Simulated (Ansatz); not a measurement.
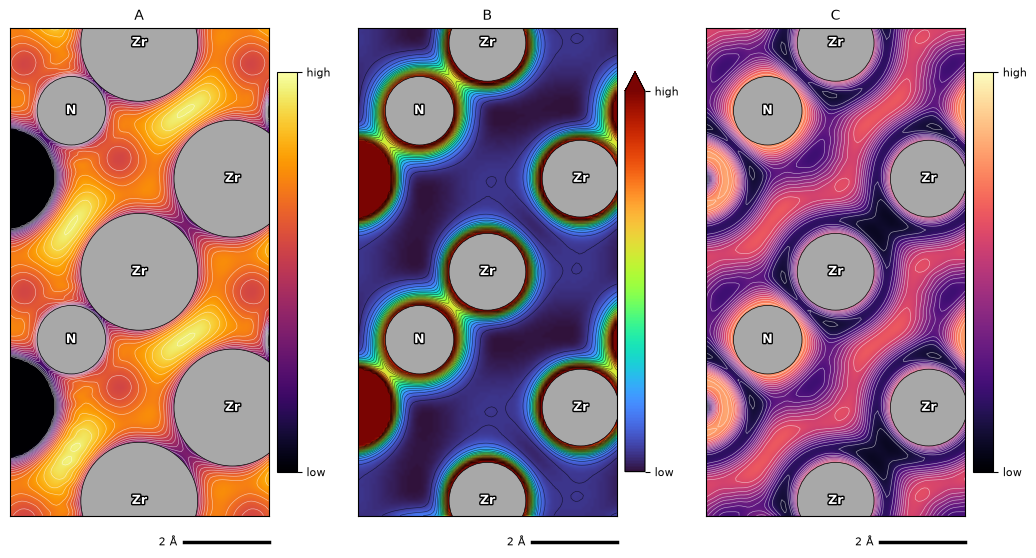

Zr₂N: 3 fields on the (010) plane of the calculation cell, with unlabelled colour scales. Grey discs cover the atomic cores.

Space group P4₂/mnm; a structure from a database of computed crystals, not necessarily the ambient phase.

Theory: DFT r2SCAN, scalar-relativistic, plane waves, PAW in Ansatz.

### The panels show electron localisation function, electrostatic potential energy of an electron and valence pseudo-density in some order. Assign them.

Panel A: electrostatic potential energy of an electron (low next to the atoms, rising into the space between them). Panel B: valence pseudo-density. Panel C: electron localisation function. From the grid: Zr–Zr (3.12 Å): ρ at the midpoint is about 0.15 e/Å³; the ELF is about 0.10 at the midpoint (no localised pair shows between them).
